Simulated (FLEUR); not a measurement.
# A series of single points on MgTe

System: MgTe (F-43m, 2 atoms in the cell).
Method: Kohn-Sham DFT of a periodic cell, PBE, all-electron, no spin polarisation (FLEUR MaX-R8.1 (later development tree)).

The 7 runs differ only in the geometry, by an even scaling of the cell at fixed fractional positions. The structure derives from a Materials Project entry.

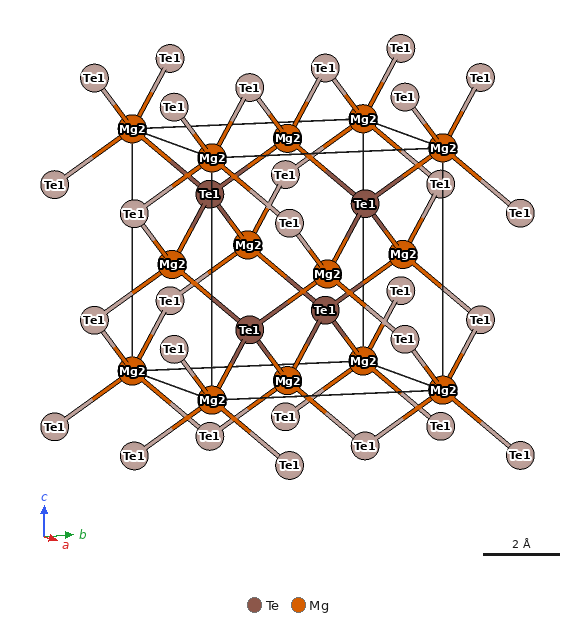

Figure 1. The structure of run 4 (ball-and-stick view of the cell 4 times as large as that of the calculation, set on its symmetry axes, seen slightly off an axis; neighbours outside the cell are drawn fainter; atoms are numbered from 1 in the order of the input).

**Input of run 4**
```
<?xml version="1.0" encoding="UTF-8" standalone="no"?>
<fleurInput fleurInputVersion="0.39">
   <comment>
      MgTe                                                                                                
   </comment>
   <calculationSetup>
      <cutoffs Kmax="3.84" Gmax="11.9" GmaxXC="11.9" numbands="0"/>
      <scfLoop itmax="60" minDistance="0.00001" maxIterBroyd="15" imix="Anderson" alpha="0.05" precondParam="0.0" spinf="2.0" sdNocoIR="T"/>
      <coreElectrons ctail="T" frcor="F" kcrel="0" coretail_lmax="0"/>
      <xcFunctional name="pbe" relativisticCorrections="F"/>
      <magnetism jspins="1"/>
      <soc l_soc="F" theta="0.0" phi="0.0" spav="F"/>
      <expertModes spex="0" secvar="F"/>
      <geometryOptimization l_f="T" forcealpha="1.0" forcemix="BFGS" epsdisp="0.0005" epsforce="0.0002"/>
      <ldaU l_linMix="F" mixParam="0.05" spinf="1.0"/>
   </calculationSetup>
   <cell>
      <bzIntegration valenceElectrons="32.0" mode="hist" fermiSmearingEnergy="0.00183747">
         <kPointListSelection listName="default-1"/>
         <!-- k-points included here -->
         <xi:include xmlns:xi="http://www.w3.org/2001/XInclude" href="kpts.xml"> </xi:include>
      </bzIntegration>
      <!-- symmetry operations included here -->
      <xi:include xmlns:xi="http://www.w3.org/2001/XInclude" href="sym.xml"> </xi:include>
      <bulkLattice scale="1.0">
         <bravaisMatrix>
            <row-1>    0.0000000000000000     6.1075926122003050     6.1075926122003050</row-1>
            <row-2>    6.1075926122003050     0.0000000000000000     6.1075926122003050</row-2>
            <row-3>    6.1075926122003050     6.1075926122003050     0.0000000000000000</row-3>
         </bravaisMatrix>
      </bulkLattice>
   </cell>
   <atomSpecies>
      <species name="Tellurium (Te)" element="Te" atomicNumber="52">
         <mtSphere radius="2.59" gridPoints="879" logIncrement="0.015"/>
         <atomicCutoffs lmax="11" lnonsphr="8"/>
         <electronConfig flipSpins="F">
            <coreConfig>(1s1/2) (2s1/2) (2p1/2) (2p3/2) (3s1/2) (3p1/2) (3p3/2) (4s1/2) (3d3/2) (3d5/2)</coreConfig>
            <valenceConfig>(4p1/2) (4p3/2) (5s1/2) (4d3/2) (4d5/2) (5p1/2) (5p3/2)</valenceConfig>
            <stateOccupation state="(5p1/2)" spinUp="0.666667" spinDown="0.666667"/>
            <stateOccupation state="(5p3/2)" spinUp="1.333333" spinDown="1.333333"/>
         </electronConfig>
         <energyParameters s="5" p="5" d="5" f="4"/>
         <lo type="SCLO" l="1" n="4" eDeriv="0"/>
         <lo type="SCLO" l="1" n="4" eDeriv="1"/>
         <lo type="SCLO" l="2" n="4" eDeriv="0"/>
         <lo type="SCLO" l="2" n="4" eDeriv="1"/>
         <lo type="SCLO" l="0" n="5" eDeriv="2"/>
         <lo type="SCLO" l="3" n="4" eDeriv="2"/>
      </species>
      <species name="Magnesium (Mg)" element="Mg" atomicNumber="12">
         <mtSphere radius="2.16" gridPoints="737" logIncrement="0.015"/>
         <atomicCutoffs lmax="9" lnonsphr="7"/>
         <electronConfig flipSpins="F">
            <coreConfig>(1s1/2)</coreConfig>
            <valenceConfig>(2s1/2) (2p1/2) (2p3/2) (3s1/2)</valenceConfig>
         </electronConfig>
         <energyParameters s="3" p="2" d="3" f="4"/>
         <lo type="SCLO" l="0" n="2" eDeriv="0"/>
         <lo type="HELO" l="1" n="3" eDeriv="0"/>
         <lo type="HELO" l="1" n="3" eDeriv="1"/>
         <lo type="SCLO" l="2" n="3" eDeriv="2"/>
         <lo type="SCLO" l="3" n="4" eDeriv="2"/>
      </species>
   </atomSpecies>
   <atomGroups>
      <atomGroup species="Tellurium (Te)">
         <relPos label="                   1">1.000/4.000 1.000/4.000 1.000/4.000</relPos>
         <force calculate="T" relaxXYZ="TTT"/>
      </atomGroup>
      <atomGroup species="Magnesium (Mg)">
         <relPos label="                   2">.0000000000 .0000000000 .0000000000</relPos>
         <force calculate="T" relaxXYZ="TTT"/>
      </atomGroup>
   </atomGroups>
   <output dos="F" band="F" slice="F">
      <checks vchk="F" cdinf="F"/>
      <bandDOS minEnergy="-.5*Htr" maxEnergy="0.5*Htr" sigma="0.015" storeEVData="T"/>
      <vacuumDOS vacdos="F" integ="F" star="F" nstars="0" locx1="0.0" locy1="0.0" locx2="0.0" locy2="0.0" nstm="0" tworkf="0.0"/>
      <unfoldingBand unfoldBand="F" supercellX="1" supercellY="1" supercellZ="1"/>
      <plotting iplot="0" polar="F">
         <plot TwoD="T" vec1="  1.0  0.0  0.0" vec2="  0.0  1.0  0.0" vec3="  0.0  0.0  1.0" zero="  0.0  0.0  0.0" file="plot"/>
      </plotting>
      <chargeDensitySlicing numkpt="0" minEigenval="0.0" maxEigenval="0.0" nnne="0" pallst="F"/>
      <specialOutput eonly="F"/>
      <moessbauerParams electricFieldGradient="T" isomerShift="T" coreHyperfine="T" valenceHyperfine="T"/>
      <magneticCircularDichroism mcd="F" energyLo="-10.0" energyUp="0.0"/>
   </output>
  <!-- We include the file relax.xml here to enable relaxations (see documentation) -->
  <xi:include xmlns:xi="http://www.w3.org/2001/XInclude" href="relax.xml"> <xi:fallback/> </xi:include>
</fleurInput>
```

Command:
```bash
inpgen -f crystal.txt -profile fastHighL; fleur_MPI
```

Lattice vectors (Å) and fractional positions of run 4:
```
   0.000000    3.231999    3.231999
   3.231999    0.000000    3.231999
   3.231999    3.231999    0.000000
Te  0.250000  0.250000  0.250000
Mg  0.000000  0.000000  0.000000
```

Run 2 has the same physical settings and fractional positions; its lattice vectors (Å) are:
```
   0.000000    3.188318    3.188318
   3.188318    0.000000    3.188318
   3.188318    3.188318    0.000000
```

**Results, with one run withheld**

| run | volume per atom (Å³) | free energy per atom, from the lowest run given (meV) | gap on the mesh (eV) |
| --- | --- | --- | --- |
| 1 | 31.735 | 26.50 | 2.70 |
| 2 | 32.410 | ? | ? |
| 3 | 33.086 | 6.35 | 2.51 |
| 4 | 33.761 | 1.65 | 2.41 |
| 5 | 34.436 | 0.00 | 2.33 |
| 6 | 35.111 | 1.21 | 2.24 |
| 7 | 35.787 | 4.96 | 2.16 |

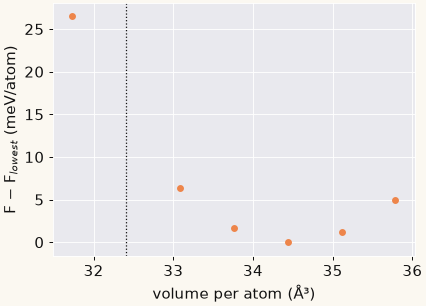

Figure 2. Free energy per atom of the runs given; the dotted line marks run 2.

Estimate the energy of run 2 from the others.

A cubic polynomial in V^(−2/3) (the Birch–Murnaghan form), fitted to the 6 runs given, misses them by at most 0.02 meV per atom. With x = V^(−2/3) − 0.09539 Å⁻², it reads F = 0.90331 + 1816.4 x + 9.2135e+05 x² + 2.7218e+05 x³ (meV per atom). At run 2 it gives 14.54 meV per atom, and the run itself gives 14.53. The fit has its minimum at 34.476 Å³ per atom, where V d²F/dV² gives 33.9 GPa: the bulk modulus at this level, since symmetry fixes the shape and the positions. The gap on the mesh goes, without turning, from 2.70 eV in run 1 to 2.16 eV in run 7; run 2 has 2.60 eV. These are gaps of this functional on this mesh, which can miss the band edges; they aren't the measured gap.

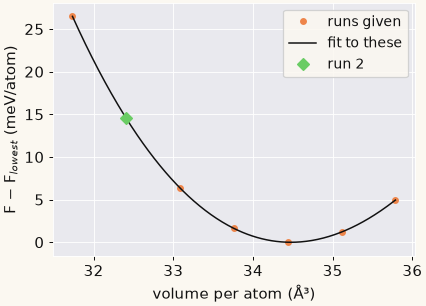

Figure 3. The fit and the withheld run.

**Output (run 2)**
```
Welcome to FLEUR        (www.flapw.de)
      MaX-Release 8.1          (www.max-centre.eu)

 ========== k-point set info ==========
 Selected k-point list: default-1
 k-point list type: mesh
 7 x 7 x 7
 Number of k points: 20

 ------------Calculation Setup---------------------------
 Number of MPI-tasks      :            1
 Number of PE/node        :            1
 Number of OMP-threads    :            1
 Most efficient MPI parallelization for:
           1           2           4           5          10          20
 Additional eigenvalue parallelization possible
 Number of basis functions:          515
 Approximate size of matrices (H+S) per k-point:         0.008 GB
 --------------------------------------------------------

 Iteration:     1   Distance:       4.85200006 me/bohr^3

 Iteration:     2   Distance:       4.56250975 me/bohr^3

 Iteration:     3   Distance:       1.81520231 me/bohr^3

 Iteration:     4   Distance:       0.70579296 me/bohr^3

 Iteration:     5   Distance:       0.63607086 me/bohr^3

 Iteration:     6   Distance:       0.07964558 me/bohr^3

 Iteration:     7   Distance:       0.05417073 me/bohr^3

 Iteration:     8   Distance:       0.01468829 me/bohr^3

 Iteration:     9   Distance:       0.00567197 me/bohr^3

 Iteration:    10   Distance:       0.00358523 me/bohr^3

 Iteration:    11   Distance:       0.00041866 me/bohr^3

 Iteration:    12   Distance:       0.00037698 me/bohr^3

 Iteration:    13   Distance:       0.00002777 me/bohr^3

 Iteration:    14   Distance:       0.00000333 me/bohr^3

 ********************************************************************
 Run finished successfully
 Stop message:
   all done
 ********************************************************************
```
